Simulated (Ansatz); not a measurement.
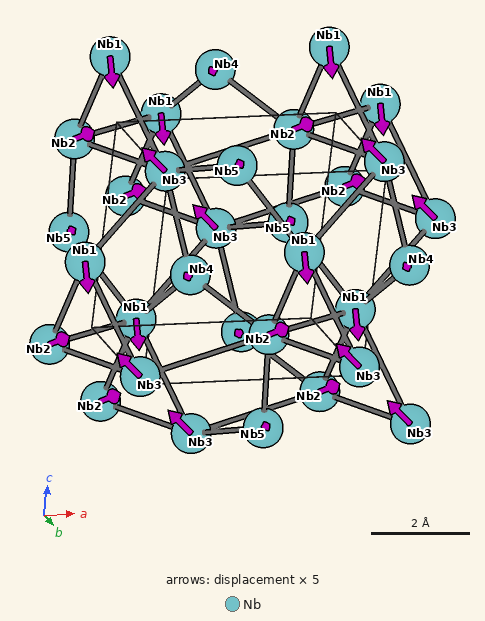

A relaxation of a crystal of Nb (built on the random type) (coarse preliminary run). The starting structure is drawn; purple arrows show the displacements (the part carried along by the change of the cell is left out), 5 times their true length.

The picture is a ball-and-stick view of the cell of the calculation, seen from a free direction.

Case: random cell with space group R32 (No. 155).

Theory: DFT PBE, scalar-relativistic, plane waves, PAW in Ansatz 0.2.0. Set-up: plane-wave cutoff 420 eV; k-point mesh 6 × 6 × 6; occupations gaussian; smearing width 0.1 eV; no spin polarisation; cell and atoms relaxed; force threshold 0.04 eV/Å; at most 70 steps.

Q: Describe the change and its energy.

A: The energy falls by 748 meV per atom in 7 accepted moves (9 points after the start). The largest force component goes from 3.3 to 0.012 eV/Å. The pressure goes from 26.08 to −0.02 GPa. At 2 points the geometry stayed and the basis and grid were re-selected for the new cell (energy shift of 4.4 meV per atom at most each time). The largest moves relative to the cell, 0.15 Å, are those of Nb1, Nb2 and Nb3. Nb2 goes along [1 −1 0]. The drawn cell changes as follows: a = b = c 4.540 → 4.755 Å (+4.7 %), α 83.5° → 95.1°, β 83.5° → 95.1°, γ 83.5° → 95.1°; the volume changes by +15.5 %. Among the contacts that change: Nb1–Nb4 2.309 → 2.780 Å, Nb1–Nb4 (another image) 3.282 → 2.931 Å, Nb4–Nb5 2.886 → 2.564 Å, Nb1–Nb2 3.032 → 2.796 Å. Bond angles that change, for instance: Nb2–Nb1–Nb3 151.1° → 133.6°, Nb2–Nb1–Nb4 74.4° → 63.4°, Nb2–Nb1–Nb2 106.7° → 117.1°. The space group stays R32 (No. 155).
